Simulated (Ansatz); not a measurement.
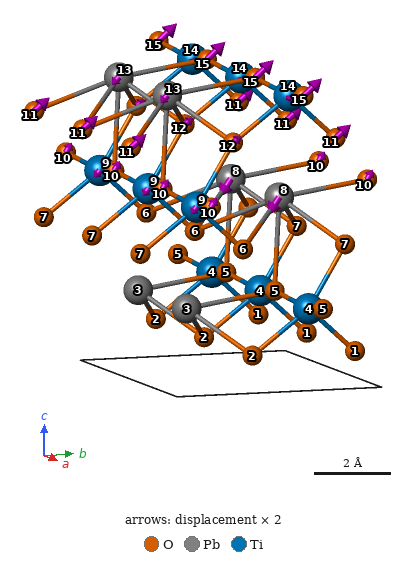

A constrained relaxation of a slab of composition TiPbO$_{3}$ (cut from the P4mm phase). The starting structure is drawn; purple arrows show the displacements, 2 times their true length.

Style: ball-and-stick. Shown: the 2 × 1 repeat of the cell, outlined in the plane, without the vacuum (origin shifted), slightly off an axis.

Case: clean slab, lower half held. The slab is the (1 0 1) face of TiPbO3. 7 atoms are held fixed.

These are results of DFT PBEsol, scalar-relativistic, plane waves, PAW (Ansatz 0.2.0), not measurements. (plane-wave cutoff 420 eV; k-point mesh 7 × 5 × 1; occupations gaussian; smearing width 0.05 eV; no spin polarisation; dipole correction; atoms relaxed in a fixed cell; force threshold 0.03 eV/Å; at most 70 steps)

**What happened in the run?**

O15 moves most: 0.35 Å at 49° to the normal (+c side). Largest moves by element: O 0.35 Å, Pb 0.28 Å, Ti 0.12 Å. The cell doesn't change. Among the contacts that change: Pb13–O15 2.497 → 2.908 Å, Pb8–O10 2.497 → 2.806 Å, O11–Pb13 2.782 → 2.506 Å, Ti9–O12 1.967 → 2.215 Å. Among the angles between lasting bonds that change: O11–Ti14–O12 100.9° → 113.5°, O12–Ti14–O15 87.9° → 98.6°, O15–Ti14–O15 158.2° → 147.6°. Over 8 geometry steps the energy falls by 1.161 eV per cell of the calculation. Largest force component: 3.2 eV/Å at the start, 0.0057 eV/Å at the end. Cost: 8.1 min on 2 threads of Arm Neoverse V1 (shared host), peak memory 1.1 GiB.
